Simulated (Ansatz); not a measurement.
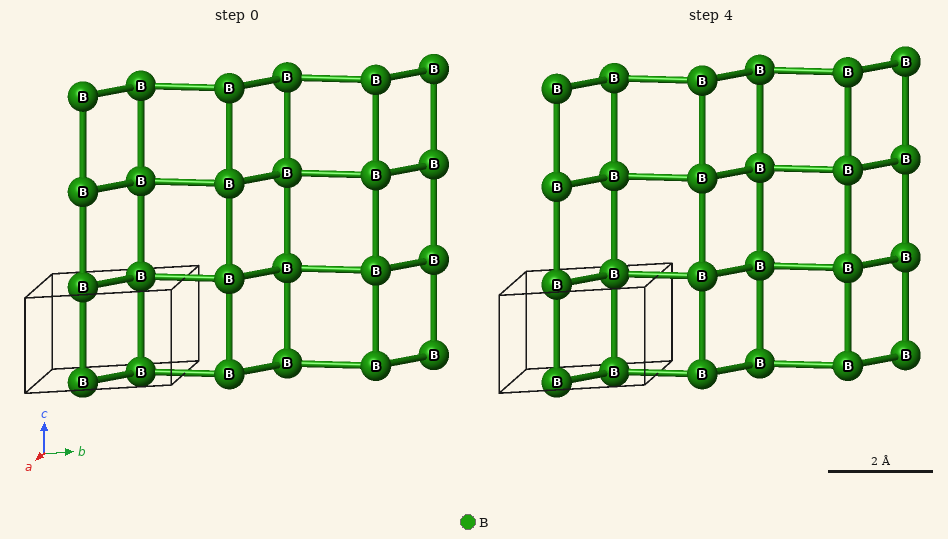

The structure of solid B (a generated structure, set up in P6/mmm) before (left) and after (right) a relaxation, at one scale.

Style: ball-and-stick. Shown: the cell of the calculation, repeated 1 × 3 × 3 with one cell outlined, slightly off an axis.

Case: C → B on all its sites, cell and atoms relaxed.

Computed with Ansatz 0.2.0, DFT PBE+D3(BJ), scalar-relativistic, plane waves, PAW. Settings: plane-wave cutoff 420 eV; k-point mesh 18 × 18 × 22; occupations gaussian; smearing width 0.1 eV; no spin polarisation; cell and atoms relaxed; force threshold 0.01 eV/Å; at most 60 steps.

### What changed between the two?

The atoms keep their places relative to the cell (all moves are under 0.005 Å). The volume changes by +1.4 %, with a = b 3.011 → 2.993 Å (−0.6 %), c 1.866 → 1.916 Å (+2.6 %). Among the contacts that change: B–B 1.866 → 1.916 Å, B–B 1.739 → 1.728 Å. The space group stays P6/mmm (No. 191). After 3 accepted moves (4 points after the start) the energy has fallen by 7.5 meV per atom. All forces vanish by symmetry, so only the cell relaxes. Pressure: 0.88 GPa at the start and 0.04 GPa at the end. The SCF was repeated once at an unchanged geometry on a basis and grid sized afresh for the cell, which shifted the energy by 0.1 meV per atom at most.
